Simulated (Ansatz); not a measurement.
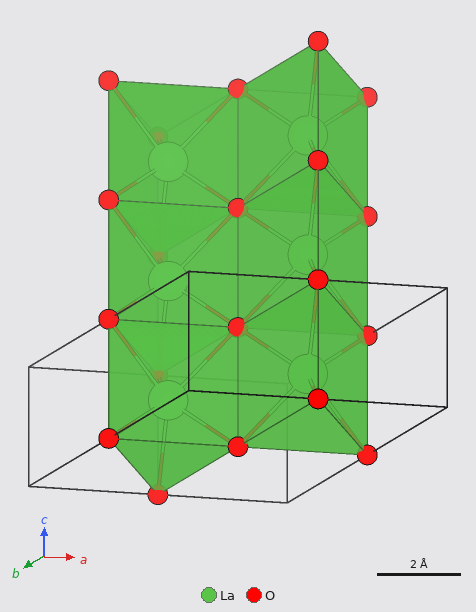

Reference structure: solid La₂O₃ (built on the La2O3-type type). A polyhedral model of the cell of the calculation, repeated 1 × 1 × 3 with one cell outlined, seen from a free direction.

Method: Ansatz, DFT r2SCAN, scalar-relativistic, plane waves, PAW. Set-up: plane-wave cutoff 500 eV; k-point mesh 4 × 4 × 8; occupations gaussian; smearing width 0.05 eV; no spin polarisation.

Now this is done to it. The cell is strained by +0.6 % roughly along [1 −1 3], +0.3 % along [1 2 1], −2.1 % roughly along [1 0 −1] (volume −1.2 %) and atoms are displaced by up to 0.28 Å (root mean square over those that move 0.23 Å) relative to the cell. No relaxation follows.

What does the calculation give for the changed structure?

Near-neighbour distances before and after: La–O 2.460 → 2.127 to 2.813 Å. The space group (tolerance 0.01 Å) goes from P6/mmm (No. 191) to P1 (No. 1). It costs 369 meV per atom. The pressure goes from 0.0 to 6.9 GPa. The principal stresses (compression positive) are 11.1 GPa roughly along c, 9.7 GPa along [1 3 1], −0.1 GPa roughly along [3 1 0]. The largest force is 4.9 eV/Å, on an O atom. The forces mostly point back along the displacements (cosine −0.84). The gap on the k-mesh goes from 1.92 to 1.60 eV.

Drawn alike, the variant:

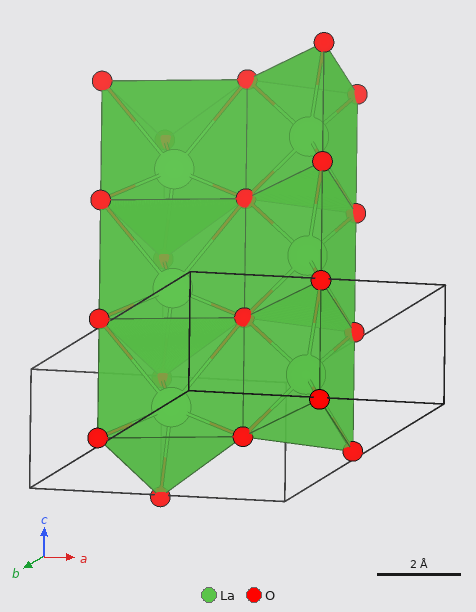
